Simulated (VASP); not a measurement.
**Band-structure run, with input and output: CaB6 (part 2 of 2)**

The same run, continued: CaB6 (Pm-3m, 7 atoms in the cell); Kohn-Sham DFT of a periodic cell, LDA, VASP PAW LDA potentials, recommended, no spin polarisation (VASP 6.6.1); cutoff 520 eV, 10×10×10 k-mesh, methfessel-paxton of 0.1 eV. The structure derives from an entry of the Crystallography Open Database.

Geometry of the input (Å; fractional positions):
```
4.1300  0.0000  0.0000
0.0000  4.1300  0.0000
0.0000  0.0000  4.1300
Ca 0.5000  0.5000  0.5000
B  0.0000  0.0000  0.2985
B  0.0000  0.0000  0.7015
B  0.2985  0.0000  0.0000
B  0.7015  0.0000  0.0000
B  0.0000  0.2985  0.0000
B  0.0000  0.7015  0.0000
```

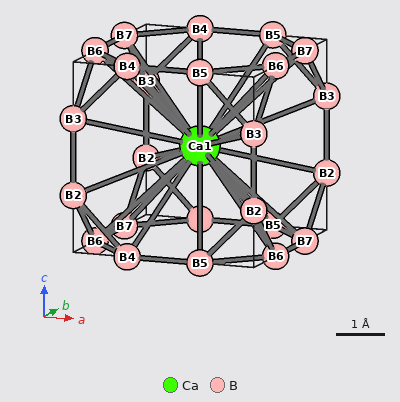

**Figure 1.** The input geometry (ball-and-stick view of the cell of the calculation, seen slightly off an axis; atoms are numbered from 1 in the order of the input). An atom can appear more than once, as a periodic image.

Parts of OUTCAR, continued:
```
 Routine SETGRP: Setting up the symmetry group for a
 simple cubic supercell.

 Subroutine GETGRP returns: Found 48 space group operations
 (whereof 48 operations were pure point group operations)
 out of a pool of 48 trial point group operations.

The dynamic configuration has the point symmetry O_h .

 Subroutine INISYM returns: Found 48 space group operations
 (whereof 48 operations are pure point group operations),
 and found     1 'primitive' translations

----------------------------------------------------------------------------------------

                                     Primitive cell

  volume of cell :      70.4470

  direct lattice vectors                    reciprocal lattice vectors
     4.130039016  0.000000000  0.000000000     0.242128463  0.000000000  0.000000000
     0.000000000  4.130039016  0.000000000     0.000000000  0.242128463  0.000000000
     0.000000000  0.000000000  4.130039016     0.000000000  0.000000000  0.242128463

  length of vectors
     4.130039016  4.130039016  4.130039016     0.242128463  0.242128463  0.242128463

  position of ions in fractional coordinates (direct lattice)
     0.500000000  0.500000000  0.500000000
     0.000000000  0.000000000  0.298467872
     0.000000000  0.000000000  0.701532128
     0.298467872  0.000000000  0.000000000
     0.701532128  0.000000000  0.000000000
     0.000000000  0.298467872  0.000000000
     0.000000000  0.701532128  0.000000000

  ion indices of the primitive-cell ions
   primitive index   ion index
                 1           1
                 2           2
                 3           3
                 4           4
                 5           5
                 6           6
                 7           7

----------------------------------------------------------------------------------------

 KPOINTS: k-points

Automatic generation of k-mesh.
 Grid dimensions read from file:
 generate k-points for:   10   10   10

 Generating k-lattice:

  Cartesian coordinates                     Fractional coordinates (reciprocal lattice)
     0.024212846  0.000000000  0.000000000     0.100000000  0.000000000  0.000000000
     0.000000000  0.024212846  0.000000000     0.000000000  0.100000000  0.000000000
     0.000000000  0.000000000  0.024212846     0.000000000  0.000000000  0.100000000

  Length of vectors
     0.024212846  0.024212846  0.024212846

  Shift w.r.t. Gamma in fractional coordinates (k-lattice)
     0.000000000  0.000000000  0.000000000

 Subroutine IBZKPT returns following result:
 ===========================================

 Found     56 irreducible k-points:

 Following reciprocal coordinates:
            Coordinates               Weight
  0.000000  0.000000  0.000000      1.000000
  0.100000  0.000000  0.000000      6.000000
  0.200000  0.000000  0.000000      6.000000
  0.300000  0.000000  0.000000      6.000000
  0.400000  0.000000  0.000000      6.000000
  0.500000  0.000000  0.000000      3.000000
  0.100000  0.100000  0.000000     12.000000
  0.200000  0.100000  0.000000     24.000000
  0.300000  0.100000  0.000000     24.000000
  0.400000  0.100000  0.000000     24.000000
  0.500000  0.100000  0.000000     12.000000
  0.200000  0.200000  0.000000     12.000000
  0.300000  0.200000  0.000000     24.000000
  0.400000  0.200000  0.000000     24.000000
  0.500000  0.200000  0.000000     12.000000
  0.300000  0.300000  0.000000     12.000000
  0.400000  0.300000  0.000000     24.000000
  0.500000  0.300000  0.000000     12.000000
  0.400000  0.400000  0.000000     12.000000
  0.500000  0.400000  0.000000     12.000000
  0.500000  0.500000  0.000000      3.000000
  0.100000  0.100000  0.100000      8.000000
  0.200000  0.100000  0.100000     24.000000
  0.300000  0.100000  0.100000     24.000000
 [... further k-points ...]
   k-points           NKPTS =     56   k-points in BZ     NKDIM =     56   number of bands    NBANDS=     18
   number of dos      NEDOS =    301   number of ions     NIONS =      7
   total plane-waves  NPLWV =  32768
   dimension x,y,z NGX =    32 NGY =   32 NGZ =   32
   dimension x,y,z NGXF=    64 NGYF=   64 NGZF=   64
   ions per type =               1   6
   NGX,Y,Z   is equivalent  to a cutoff of  12.88, 12.88, 12.88 a.u.
   NGXF,Y,Z  is equivalent  to a cutoff of  25.76, 25.76, 25.76 a.u.
 SYSTEM =  CaB6
   PREC   = accura    normal or accurate (medium, high low for compatibility)
   ISTART =      0    job   : 0-new  1-cont  2-samecut
   ICHARG =      2    charge: 1-file 2-atom 10-const
   ISPIN  =      1    spin polarized calculation?
   LNONCOLLINEAR =      F non collinear calculations
   LSORBIT =      F    spin-orbit coupling
   LASPH  =      T    aspherical Exc in radial PAW
   ENCUT  =  520.0 eV  38.22 Ry    6.18 a.u.   7.68  7.68  7.68*2*pi/ulx,y,z
   NELM   =     80;   NELMIN=  2; NELMDL= -5     # of ELM steps
   EDIFF  = 0.1E-06   stopping-criterion for ELM
   LREAL  =      F    real-space projection
   EDIFFG = 0.1E-05   stopping-criterion for IOM
   NSW    =      0    number of steps for IOM
   IBRION =     -1    ionic relax: 0-MD 1-quasi-New 2-CG
   NFREE  =      0    steps in history (QN), initial steepest desc. (CG)
   ISIF   =      2    stress and relaxation
   ISYM   =      2    0-nonsym 1-usesym 2-fastsym
   POTIM  = 0.5000    time-step for ionic-motion
   TEBEG  =    0.0;   TEEND  =   0.0 temperature during run
   PSTRESS=    0.0 pullay stress
   NELECT =      28.0000    total number of electrons
   NUPDOWN=      -1.0000    fix difference up-down
   EMIN   =  10.00;   EMAX   =-10.00  energy-range for DOS
   EFERMI =   0.00;   METHOD = LEGACY
   ISMEAR =     1;   SIGMA  =   0.10  broadening in eV -4-tet -1-fermi 0-gaus
   EFERMI_NEDOS =   21; number of points for ismear=-14 and -15
   IALGO  =     38    algorithm
   IMIX   =      4    mixing-type and parameters
     AMIX     =   0.40;   BMIX     =  1.00
     AMIX_MAG =   1.60;   BMIX_MAG =  1.00
  volume/ion in A,a.u.               =      10.06        67.91
  Fermi-wavevector in a.u.,A,eV,Ry     =   1.203668  2.274603 19.712345  1.448816
  Thomas-Fermi vector in A             =   2.339415
   LORBIT       =      0    0 simple, 1 ext, 2 COOP (PROOUT), +10 PAW based schemes
   GGA     = CA    functional components
   LHFCALC =     F    Hartree Fock is set to
   AEXX    =    0.0000 exact exchange contribution
   IVDW    =     0    specifies the selected vdW correction
   LEPSILON=     F    determine dielectric tensor
   LRPA    =     F    only Hartree local field effects (RPA)
 non-spin polarized calculation
 Methfessel and Paxton  Order N= 1 SIGMA  =   0.10
  energy-cutoff  :      520.00
  volume of cell :       70.45
 maximum number of plane-waves:      1924
 NGX is ok and might be reduce to    32
   NGX = 15   NGY = 15   NGZ = 15

 number of electron      28.0000005 magnetization

 Free energy of the ion-electron system (eV)
  ---------------------------------------------------
  ext. energy  EPLUGINS =         0.00000000
  ---------------------------------------------------
  free energy    TOTEN  =       -49.81512591 eV

  energy without entropy =      -49.81506374  energy(sigma->0) =      -49.81510519

 E-fermi :   4.6882     XC(G=0): -10.8656     alpha+bet :-13.8809

 val. band max:        4.6552313394   @ k =   0.4000   0.0000   0.0000
 cond. band min:       4.7165868311   @ k =   0.4000   0.0000   0.0000
 fundamental gap:      0.0613554917
 Fermi energy:         4.6881507409

 k-point     1 :       0.0000    0.0000    0.0000
  band No.  band energies     occupation
      1     -35.9076      2.00000
      2     -17.1947      2.00000
      3     -17.1947      2.00000
      4     -17.1947      2.00000
      5      -9.6674      2.00000
      6      -2.2349      2.00000
      7      -1.8455      2.00000
      8      -1.8455      2.00000
      9      -1.8455      2.00000
     10      -0.5115      2.00000
     11      -0.5115      2.00000
     12       4.3544      2.00003
     13       4.3544      2.00003
     14       4.3544      2.00003
     15       7.5108      0.00000
     16       7.5108      0.00000
     17       7.5108      0.00000
     18       7.9533      0.00000

 k-point     2 :       0.1000    0.0000    0.0000
  band No.  band energies     occupation
      1     -35.9074      2.00000
      2     -17.2011      2.00000
      3     -17.1940      2.00000
      4     -17.1940      2.00000
      5      -9.6340      2.00000
      6      -2.7529      2.00000
      7      -1.8132      2.00000
      8      -1.8132      2.00000
      9      -1.7025      2.00000
     10      -0.4767      2.00000
     11      -0.0268      2.00000
     12       4.0603      2.00000
     13       4.0603      2.00000
     14       4.3879      2.00018
     15       6.7199      0.00000
     16       7.8324      0.00000
     17       7.8324      0.00000
     18       8.0266      0.00000

 k-point     3 :       0.2000    0.0000    0.0000
  band No.  band energies     occupation
      1     -35.9067      2.00000
      2     -17.2178      2.00000
      3     -17.1921      2.00000
      4     -17.1921      2.00000
      5      -9.5426      2.00000
      6      -3.4945      2.00000
      7      -1.7235      2.00000
      8      -1.7235      2.00000
      9      -1.5955      2.00000
     10      -0.3804      2.00000
     11       0.9129      2.00000
     12       3.4578      2.00000
     13       3.4578      2.00000
     14       4.4803      2.01229
     15       5.8450     -0.00000
     16       8.2249      0.00000
     17       8.2305      0.00000
     18       8.2305      0.00000

 k-point     4 :       0.3000    0.0000    0.0000
  band No.  band energies     occupation
      1     -35.9059      2.00000
      2     -17.2383      2.00000
      3     -17.1898      2.00000
      4     -17.1898      2.00000
      5      -9.4206      2.00000
      6      -4.1271      2.00000
      7      -1.6005      2.00000
      8      -1.6005      2.00000
      9      -1.5032      2.00000
     10      -0.2499      2.00000
     11       1.8735      2.00000
     12       2.8686      2.00000
     13       2.8686      2.00000
     14       4.6049      1.99567
     15       5.1313     -0.00000
     16       8.1082      0.00000
     17       8.1082      0.00000
     18       8.4482      0.00000

 k-point     5 :       0.4000    0.0000    0.0000
  band No.  band energies     occupation
      1     -35.9052      2.00000
      2     -17.2548      2.00000
      3     -17.1879      2.00000
      4     -17.1879      2.00000
      5      -9.3128      2.00000
      6      -4.5514      2.00000
      7      -1.4881      2.00000
      8      -1.4881      2.00000
      9      -1.4329      2.00000
     10      -0.1324      2.00000
     11       2.4510      2.00000
     12       2.4510      2.00000
     13       2.6148      2.00000
     14       4.6552      1.52512
     15       4.7166      0.53960
     16       7.9244      0.00000
     17       7.9244      0.00000
     18       8.5063      0.00000

 [... the levels of 18 k-points are left out ...]

 k-point    24 :       0.3000    0.1000    0.1000
  band No.  band energies     occupation
      1     -35.9053      2.00000
      2     -17.2361      2.00000
      3     -17.1955      2.00000
      4     -17.1945      2.00000
      5      -9.3721      2.00000
      6      -4.0392      2.00000
      7      -2.3948      2.00000
      8      -2.0997      2.00000
      9      -0.5604      2.00000
     10       0.3846      2.00000
     11       1.9004      2.00000
     12       2.4410      2.00000
     13       2.5856      2.00000
     14       4.0138      2.00000
     15       5.7976     -0.00000
     16       8.0634      0.00000
     17       8.2182      0.00000
     18       8.6158      0.00000

 [... further k-points ...]

------------------------ aborting loop because EDIFF is reached ----------------------------------------

  FORCE on cell =-STRESS in cart. coord.  units (eV):
  Direction    XX          YY          ZZ          XY          YZ          ZX
  --------------------------------------------------------------------------------------
  -------------------------------------------------------------------------------------
  Total       -1.9957876     -1.9957876     -1.9957876      0.0000000      0.0000000      0.0000000
  in kB      -45.3902353    -45.3902353    -45.3902353      0.0000000      0.0000000      0.0000000
  external PRESSURE =     -45.3902353 kB  Pullay stress =       0.0000000 kB

 VOLUME and BASIS-vectors are now :
 -----------------------------------------------------------------------------
  energy-cutoff  :      520.00
  volume of cell :       70.45
      direct lattice vectors                 reciprocal lattice vectors
     4.130039016  0.000000000  0.000000000     0.242128463  0.000000000  0.000000000
     0.000000000  4.130039016  0.000000000     0.000000000  0.242128463  0.000000000
     0.000000000  0.000000000  4.130039016     0.000000000  0.000000000  0.242128463

 POSITION                                       TOTAL-FORCE (eV/Angst)
 -----------------------------------------------------------------------------------
      2.06502      2.06502      2.06502         0.000000     -0.000000      0.000000
      0.00000      0.00000      1.23268         0.000000     -0.000000     -0.173510
      0.00000      0.00000      2.89736         0.000000     -0.000000      0.173510
      1.23268      0.00000      0.00000        -0.173510     -0.000000      0.000000
      2.89736      0.00000      0.00000         0.173510     -0.000000      0.000000
      0.00000      1.23268      0.00000         0.000000     -0.173510      0.000000
      0.00000      2.89736      0.00000         0.000000      0.173510      0.000000
 -----------------------------------------------------------------------------------
    total drift:                                0.000000      0.000000     -0.000000

  FREE ENERGIE OF THE ION-ELECTRON SYSTEM (eV)
  ---------------------------------------------------
  free  energy   TOTEN  =       -49.8151259140 eV

  energy  without entropy=      -49.8150637362  energy(sigma->0) =      -49.81510519
```

CONTCAR:
```
CaB6
   1.00000000000000
     4.1300390162999996    0.0000000000000000    0.0000000000000000
     0.0000000000000000    4.1300390162999996    0.0000000000000000
     0.0000000000000000    0.0000000000000000    4.1300390162999996
  Ca              B
     1     6
Direct
     0.5000000000000000    0.5000000000000000    0.5000000000000000
     0.0000000000000000    0.0000000000000000    0.2984678719884712
     0.0000000000000000    0.0000000000000000    0.7015321280115288
     0.2984678719884712    0.0000000000000000    0.0000000000000000
     0.7015321280115288    0.0000000000000000    0.0000000000000000
     0.0000000000000000    0.2984678719884712    0.0000000000000000
     0.0000000000000000    0.7015321280115288    0.0000000000000000

  0.00000000E+00  0.00000000E+00  0.00000000E+00
  0.00000000E+00  0.00000000E+00  0.00000000E+00
  0.00000000E+00  0.00000000E+00  0.00000000E+00
  0.00000000E+00  0.00000000E+00  0.00000000E+00
  0.00000000E+00  0.00000000E+00  0.00000000E+00
  0.00000000E+00  0.00000000E+00  0.00000000E+00
  0.00000000E+00  0.00000000E+00  0.00000000E+00
```

Summary:

- outcome: converged
- space group (tolerance 0.01 Å): Pm-3m (221)
- electrons treated: 28
- free energy: −49.8151 eV
- gap on the k-point mesh: 0.06 eV
- gap on the band path: 0.00 eV
- pressure: −4.54 GPa
- largest force (length of the vector): 0.174 eV/Å
- hardware: 2 threads of Intel Xeon @ 2.90GHz (Ice Lake), 64 GiB of memory available, shared host
- wall time: 57 s (CPU time 1.9 min)
- peak memory: 0.22 GiB
